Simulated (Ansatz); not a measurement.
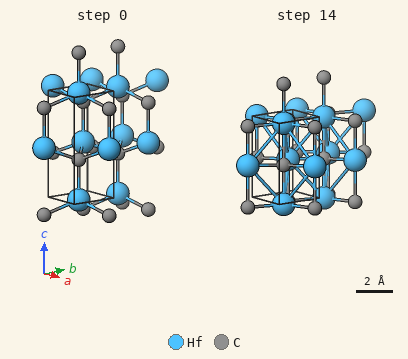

The structure of a crystal of HfC (a generated structure, set up in P6_3mc) (coarse preliminary run) before (left) and after (right) a relaxation, at one scale.

A ball-and-stick model of the cell of the calculation, repeated 1 × 2 × 1 with one cell outlined, seen slightly off an axis.

Case: Si → Hf on all its sites, cell and atoms relaxed.

Level of theory: DFT PBE, scalar-relativistic, plane waves, PAW (Ansatz 0.2.0). Set-up: plane-wave cutoff 420 eV; k-point mesh 6 × 6 × 4; occupations gaussian; smearing width 0.1 eV; no spin polarisation; cell and atoms relaxed; force threshold 0.05 eV/Å; at most 60 steps.

What changed between the two?

Answer. The energy falls by 437 meV per atom in 9 accepted moves (14 points after the start). Largest force component: 0.3 eV/Å at the start, 0.00078 eV/Å at the end. Pressure: −18.81 GPa at the start and −0.09 GPa at the end. The line search rejected the trial steps at points 6, 7, 9, 11 of the run. The SCF was repeated once at an unchanged geometry on a basis and grid sized afresh for the cell, which shifted the energy by 0.5 meV per atom at most. The largest moves relative to the cell, 0.25 Å, are those of Hf and C atoms. By element the largest moves are Hf 0.25 Å, C 0.25 Å. Cell: a = b 3.744 → 3.847 Å (+2.8 %), c 6.144 → 4.658 Å (−24.2 %). Volume −19.9 %. Some distances before and after: C–Hf 3.835 → 2.402 Å, Hf–Hf 3.756 → 3.218 Å, C–Hf 2.292 → 2.222 Å, C–Hf 2.309 → 2.256 Å. New bonds form: C–Hf (3.83 → 2.40 Å). Among the angles between lasting bonds that change: C–Hf–C 109.4° → 91.9°, Hf–C–Hf 109.4° → 91.9°, C–Hf–C 109.5° → 119.9°. The space group stays P6_3mc (No. 186).
